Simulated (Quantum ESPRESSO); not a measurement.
## Energy of Cu along an even scaling of the cell

System: Cu (I4/mmm, 1 atom in the cell).
Method: Kohn-Sham DFT of a periodic cell, PBEsol, GBRV 1.5 PBEsol, no spin polarisation (Quantum ESPRESSO 7.5).

The 7 runs differ only in the geometry, by an even scaling of the cell at fixed fractional positions. The structure derives from a Materials Project entry.

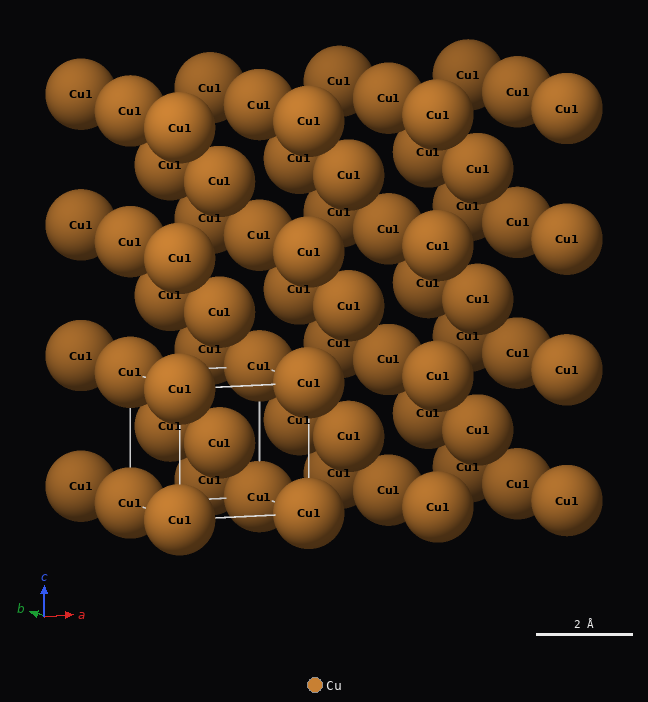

Figure 1. The structure of run 4 (spheres-only view of the cell 2 times as large as that of the calculation, set on its symmetry axes, repeated 3 × 2 × 3, seen slightly off an axis; atoms are numbered from 1 in the order of the input). An atom can appear more than once, as a periodic image.

### The input of run 4
```
&CONTROL
  calculation = 'scf'
  prefix = 'pwscf'
  outdir = './tmp'
  pseudo_dir = './pseudo'
  tprnfor = .true.
  tstress = .true.
  disk_io = 'low'
/
&SYSTEM
  ibrav = 0
  celldm(1) = 8
  nat = 1
  ntyp = 1
  ecutwfc = 56
  ecutrho = 448
  nbnd = 16
  occupations = 'smearing'
  smearing = 'fd'
  degauss = 0.00367493
/
&ELECTRONS
  conv_thr = 2d-10
  electron_maxstep = 120
  mixing_beta = 0.5
/
ATOMIC_SPECIES
Cu    63.5460 cu_pbesol_v1.2.uspp.F.UPF
CELL_PARAMETERS alat
 -0.3408105286549   0.3408105286549   0.3250521332097
  0.3408105286549  -0.3408105286549   0.3250521332097
  0.3408105286549   0.3408105286549  -0.3250521332097
ATOMIC_POSITIONS crystal
Cu     0.0000000000    0.0000000000    0.0000000000
K_POINTS automatic
13 13 13 0 0 0
```

### File pp_density.in of run 4
```
&INPUTPP
  prefix = 'pwscf'
  outdir = './tmp'
  filplot = 'density.dat'
  plot_num = 0
/
&PLOT
  nfile = 1
  filepp(1) = 'density.dat'
  iflag = 3
  output_format = 6
  fileout = 'density.cube'
/
```

### File pp_potential.in of run 4
```
&INPUTPP
  prefix = 'pwscf'
  outdir = './tmp'
  filplot = 'potential.dat'
  plot_num = 11
/
&PLOT
  nfile = 1
  filepp(1) = 'potential.dat'
  iflag = 3
  output_format = 6
  fileout = 'potential.cube'
/
```

Command:
```bash
OMP_NUM_THREADS=1 mpirun -n 2 pw.x -nk 2 -in pw.in > pw.out
OMP_NUM_THREADS=1 mpirun -n 1 pp.x -in pp_density.in > pp_density.out
OMP_NUM_THREADS=1 mpirun -n 1 pp.x -in pp_potential.in > pp_potential.out
```

Lattice vectors (Å) and fractional positions of run 4:
```
  -1.442793    1.442793    1.376081
   1.442793   -1.442793    1.376081
   1.442793    1.442793   -1.376081
Cu  0.000000  0.000000  0.000000
```

Run 3 has the same physical settings and fractional positions; its lattice vectors (Å) are:
```
  -1.433110    1.433110    1.366846
   1.433110   -1.433110    1.366846
   1.433110    1.433110   -1.366846
```

### Results, with one run withheld

| run | volume per atom (Å³) | free energy per atom, from the lowest run given (meV) | pressure (GPa) |
| --- | --- | --- | --- |
| 1 | 10.771 | 20.03 | 10.27 |
| 2 | 11.000 | 7.70 | 5.93 |
| 3 | 11.229 | ? | ? |
| 4 | 11.458 | 0.00 | −1.28 |
| 5 | 11.687 | 3.35 | −4.37 |
| 6 | 11.916 | 10.79 | −7.12 |
| 7 | 12.146 | 21.83 | −9.34 |

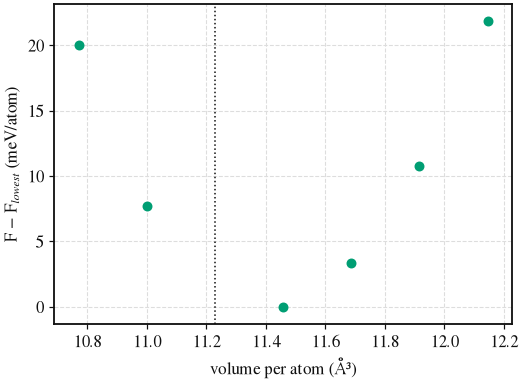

Figure 2. Free energy per atom of the runs given; the dotted line marks run 3.

What should run 3 give?

A cubic polynomial in V^(−2/3) (the Birch–Murnaghan form), fitted to the 6 runs given, misses them by at most 0.01 meV per atom. With x = V^(−2/3) − 0.19651 Å⁻², it reads F = 0.1317 − 604.4 x + 3.3616e+05 x² + 9.9974e+05 x³ (meV per atom). At run 3 it gives 1.25 meV per atom, and the run itself gives 1.23. The slope of the fit gives a pressure −dF/dV of 2.62 GPa there, and the run prints 2.19 GPa. The two needn't agree exactly: the fit is approximate, and the printed stress is taken on a finite basis. The fit has its minimum at 11.401 Å³ per atom, where V d²F/dV² gives 165 GPa. Cell shape and fractional positions are held, so this is the stiffness under even scaling; the relaxed bulk modulus wasn't computed.

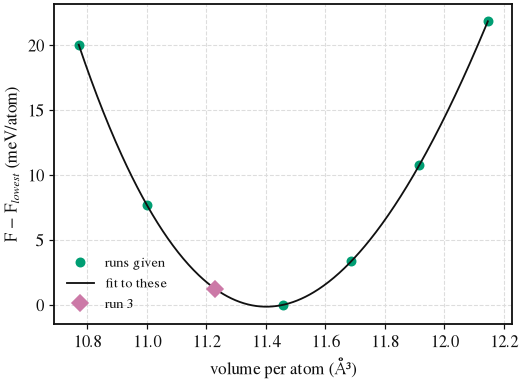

Figure 3. The fit and the withheld run.

### Some lines of the output (run 3)
```
[...]
     total energy              =    -403.51120891 Ry
     total energy              =    -403.51054490 Ry
     total energy              =    -403.51062537 Ry
     total energy              =    -403.51068498 Ry
     total energy              =    -403.51056969 Ry
     total energy              =    -403.51062299 Ry
     total energy              =    -403.51062332 Ry
     total energy              =    -403.51062351 Ry
     total energy              =    -403.51062352 Ry
     the Fermi energy is    16.9087 ev
!    total energy              =    -403.51062352 Ry
     The total energy is F=E-TS. E is the sum of the following terms:
     Computing stress (Cartesian axis) and pressure
          total   stress  (Ry/bohr**3)                   (kbar)     P=       21.85
```
